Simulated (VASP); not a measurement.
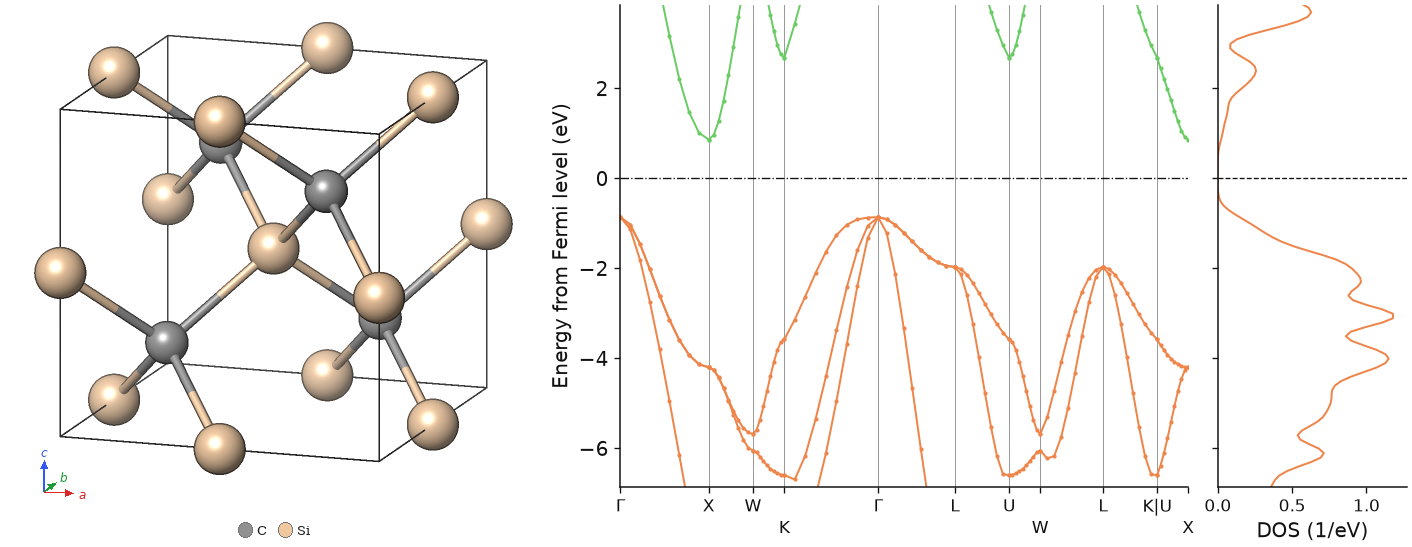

Band structure and density of states of zincblende SiC, space group F-43m, 2 atoms in the primitive cell (cubic a = 4.353 Å), beside the structure. Level of theory: r2SCAN, VASP PAW PBE potentials, release 64 (C, Si), no spin polarisation, no spin-orbit coupling, 9×9×9 k mesh, 520 eV cutoff; code VASP 6.6.1. Energies are counted from the Fermi level, put mid-gap where there is a gap. The DOS curve is built from the levels of the k mesh with Gaussians 0.55 eV wide, which also blur the band edges; ripples of that width can come from the mesh.

A semiconductor. The gap along this path is 1.72 eV and indirect, from the valence-band top at Γ to the conduction-band bottom at X; the smallest direct gap is 5.06 eV, at X. Three bands meet at the valence-band top at Γ: it is triply degenerate (spin aside). The direct gaps are 5.06 eV at X, 6.27 eV at K and 6.27 eV at U.

The PAW data sets were made with another functional. LDA, GGA and most meta-GGA functionals understate gaps.
